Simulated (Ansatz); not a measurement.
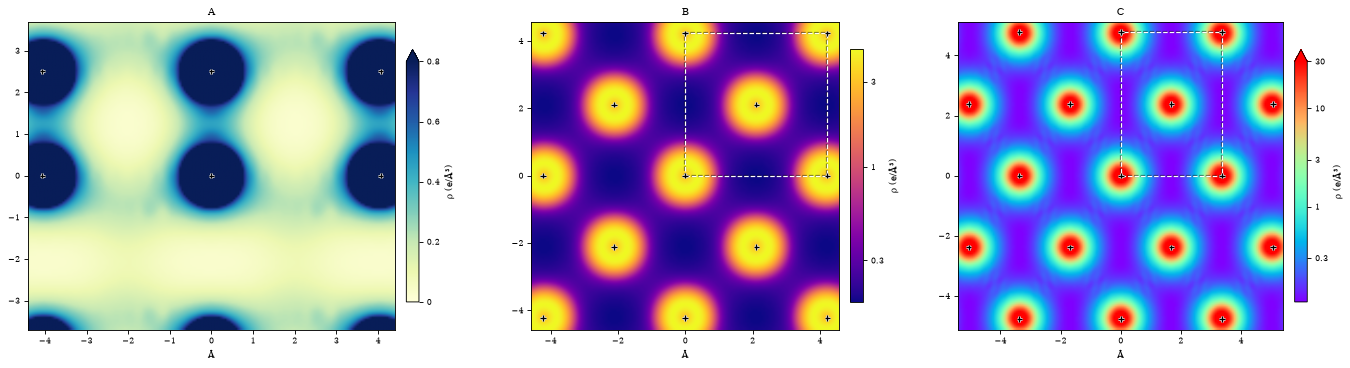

The valence electron density of 3 systems, each on a plane through atoms (crosses mark nuclei in the plane).

Computed with DFT PBE, scalar-relativistic, plane waves, PAW (Ansatz 0.2.0).

System 1: Ta, the (010) plane of the conventional cell. Space group Fm-3m; a generated structure, not necessarily the stable one; computed without spin polarisation.

System 2: Ga, the (101) plane of the conventional cell. Space group Im-3m; a generated structure, not necessarily the stable one; computed without spin polarisation.

```
CELL_PARAMETERS angstrom
3.37348 0.00000 0.00000
0.00000 3.37348 0.00000
0.00000 0.00000 3.37348
ATOMIC_POSITIONS crystal
Ga 0.00000 0.00000 0.00000
Ga 0.50000 0.50000 0.50000
```

System 3: Ge, the (100) plane of the conventional cell. Space group P6₃/mmc; a structure from a database of computed crystals, not necessarily the ambient phase.

```xyz
4
Lattice="4.0582 0.0000 0.0000 -2.0291 3.5145 0.0000 0.0000 0.0000 6.6925" Properties=species:S:1:pos:R:3 pbc="T T T"
Ge    2.0291    1.1715    0.4202
Ge    0.0000    2.3430    3.7665
Ge    2.0291    1.1715    2.9260
Ge    0.0000    2.3430    6.2723
```

Q: Match each panel to its system.

A: Panel A is system 3, Ge: the plane holds Ge. Ge–Ge (2.51 Å): ρ at the midpoint is about 0.45 e/Å³. Panel B is system 1, Ta: the plane holds Ta. Ta–Ta (2.99 Å): ρ is about 0.27 e/Å³ halfway. Panel C is system 2, Ga: the plane holds Ga. Ga–Ga (2.92 Å): the density is about 0.19 e/Å³ at the midpoint.
